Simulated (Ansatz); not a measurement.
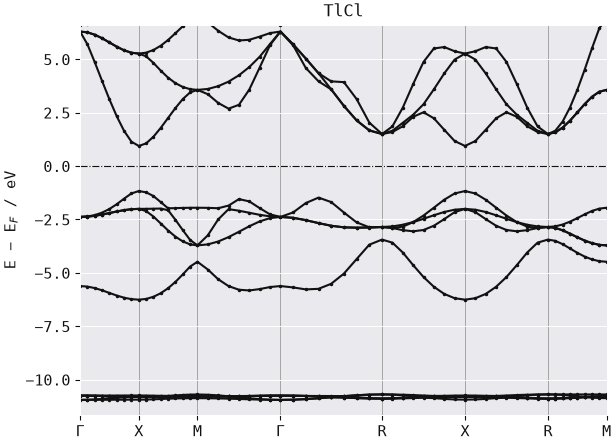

Band structure. Energies are counted from the Fermi level. The path runs straight from each named point to the next.

Calculation on TlCl, space group Pm-3m (No. 221), 2 atoms in the cell, a database entry, rescaled.

Level of theory: DFT with PBEsol, PAW plane waves, no spin polarisation, 7×7×7 k mesh, 420 eV cutoff; code Ansatz 0.2.0.

### Read off the fundamental gap and say whether it is direct.

The material is gapped. The gap along this path is 2.11 eV and direct: both edges lie at X.

### How much do the top valence band and the lowest conduction band disperse along the path?

The top valence band spans 1.7 eV and the lowest conduction band 5.4 eV.

### How many bands meet at the valence-band top?

The top valence level at X is a single band, not degenerate (spin aside).

### What are the direct gaps at M, Γ and R?

The direct gaps are 5.52 eV at M, 8.68 eV at Γ and 4.35 eV at R.

Spin-orbit coupling is left out, which matters for Tl.
